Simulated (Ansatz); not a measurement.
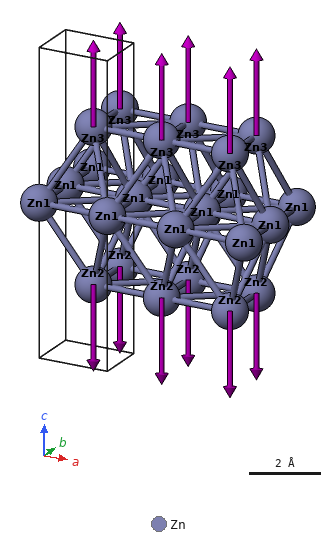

A relaxation of a crystal of Zn (set up in P-6m2) (coarse preliminary run). The starting structure is drawn; purple arrows show the displacements (the part carried along by the change of the cell is left out), 5 times their true length.

A ball-and-stick model of the cell of the calculation, repeated 3 × 2 × 1 with one cell outlined, seen slightly off an axis.

Case: 2 of 2 Li taken out, relaxed.

All numbers below come from DFT PBE, scalar-relativistic, plane waves, PAW (Ansatz 0.2.0). Set-up: plane-wave cutoff 420 eV; k-point mesh 6 × 6 × 2; occupations gaussian; smearing width 0.1 eV; no spin polarisation; cell and atoms relaxed; force threshold 0.0325 eV/Å; at most 70 steps.

**What did the optimiser do to the structure, and how much energy did it gain?**

The largest moves relative to the cell, 0.50 Å, are those of Zn2 and Zn3. Zn2 goes along −c. The volume changes by −15.8 %, with a = b 2.766 → 2.580 Å (−6.7 %), c 8.948 → 8.655 Å (−3.3 %). Some distances before and after: Zn1–Zn2 2.776 → 3.084 Å, Zn1–Zn1 2.766 → 2.580 Å. The space group stays P-6m2 (No. 187). After 6 accepted moves (8 points after the start) the energy has fallen by 150 meV per atom. Largest force component: 0.27 eV/Å at the start, 0.0048 eV/Å at the end. Pressure: −2.86 GPa at the start and 0.03 GPa at the end. At 2 points the geometry stayed and the basis and grid were re-selected for the new cell (energy shift of 1.3 meV per atom at most each time).

Limits of the set-up: the k-point mesh is coarse for a cell with partly filled bands.
